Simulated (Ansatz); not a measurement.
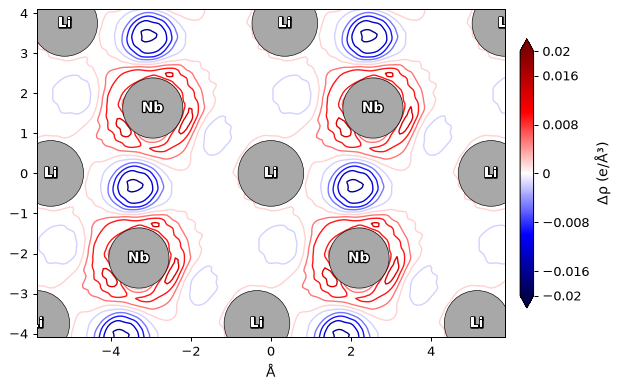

LiNbO3. Difference of the valence pseudo-densities of two functionals at the same geometry, on the (101̄) plane of the calculation cell: one of PBE and r2SCAN less the other.

Both computed with Ansatz (plane waves, PAW), on the same k-point mesh. Grey discs cover the atomic cores.

Which was subtracted from which, and what does the map show?

It is PBE less r2SCAN. Against r2SCAN, PBE gives more density around Nb (+0.006 e/Å³ on average at 1.1 Å from the nucleus).
